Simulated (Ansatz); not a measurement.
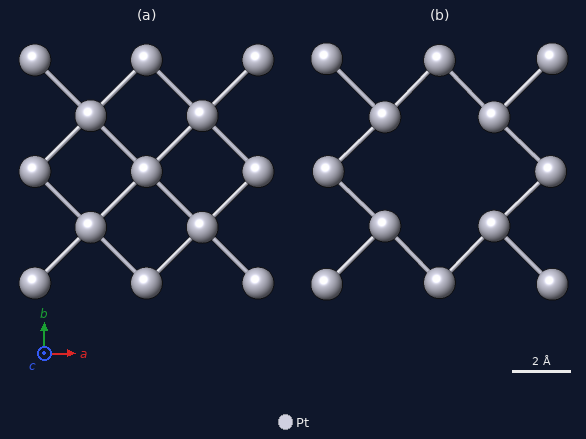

Left: perfect Pt. Right: the same region with one point defect, after relaxing the atoms in a supercell of 27 sites. A ball-and-stick model of the atoms within 6.0 Å of one point, in a slice 3.4 Å thick across the line of sight, seen along the c axis.

All numbers below come from DFT LDA, scalar-relativistic, plane waves, PAW (Ansatz). (plane-wave cutoff 420 eV; k-point mesh 4 × 4 × 4; occupations gaussian; smearing width 0.1 eV; no spin polarisation) The cell is small and the k-mesh coarse, so the numbers are rough. The axes drawn are those of the host's conventional cell.

> What kind of defect was made?

A platinum atom is taken out (a vacancy).

The charge state of the cell is 0.

> What does the relaxation do around it?

Around the empty Pt site the host had 12 Pt at 2.75 Å; after relaxation the nearest atoms are 12 Pt at 2.69 Å. Of the host's atoms, a platinum atom moves furthest from its site, by 0.06 Å. Relaxing the atoms from the host's sites lowers the energy by 0.33 eV. At a tolerance of 0.02 Å the relaxed supercell has space group Fm-3m.
